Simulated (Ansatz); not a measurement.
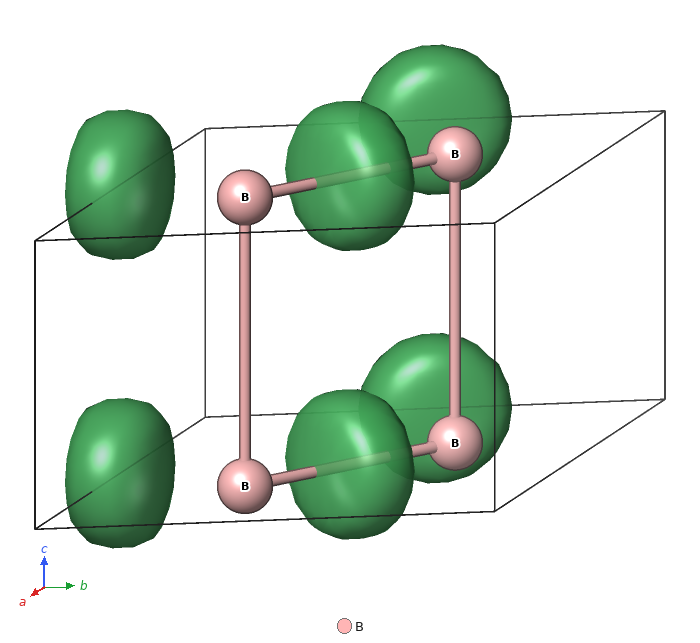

The picture shows: B. Isosurface of the electron localisation function at 0.8 (green), seen slightly off an axis. Core shells and regions of very low density are left out. Sticks mark near contacts.

Space group P6/mmm; a structure generated by program, which may or may not match a known phase.

Computed with DFT PBE, scalar-relativistic, plane waves, PAW (Ansatz).

In a PAW calculation such maps are meaningful between the atoms, not at the nuclei.

Input file:

```
crystal:
  lattice:
    - [3.0105512922, 0.0, 0.0]
    - [-1.5052756461, 2.6072138984, 0.0]
    - [0.0, 0.0, 1.9335788252]
  atoms:
    - { symbol: B, position: [0.6666666667, 0.3333333333, 0.0] }
    - { symbol: B, position: [0.3333333333, 0.6666666667, 0.0] }
basis:
  ecutwfc: 420
kpoints:
  mp_grid: { grid: [24, 24, 28] }
hamiltonian:
  xc: pbe
scf:
  occupations: { method: gaussian, width: 0.1 }
output:
  forces: true
  stress: true
  eigenvalues: true
  write_density: true
  write_potential: true
  elf: true
  volumetric_format: npy
relax:
  adjacent_minimum: "off"
  f_tol: 0.01
  max_steps: 80
  cell: { stress_tol: 0.05 }
```

Command:

```sh
ansatz run input.yaml --threads 1 --pin off --max-ram 2560MiB --backend cpu --events-out ev --progress --plain --runs-dir out
```

Below, planes, directions and counts refer to the conventional cell (a = 3.01 Å, b = 3.01 Å, c = 1.94 Å, α = 90.00°, β = 90.00°, γ = 120.00°).

The fields are those of the relaxed geometry.

Where are the electrons localised?

Answer. The surface consists of three regions between bonded B–B atoms, counted in one cell of 2 atoms. Regions shared between cells count once.

Values along the shortest contacts:
B–B (1.74 Å): the ELF peaks at about 0.95 between the atoms. B–B (1.94 Å): the ELF reaches about 0.60 near the midpoint.
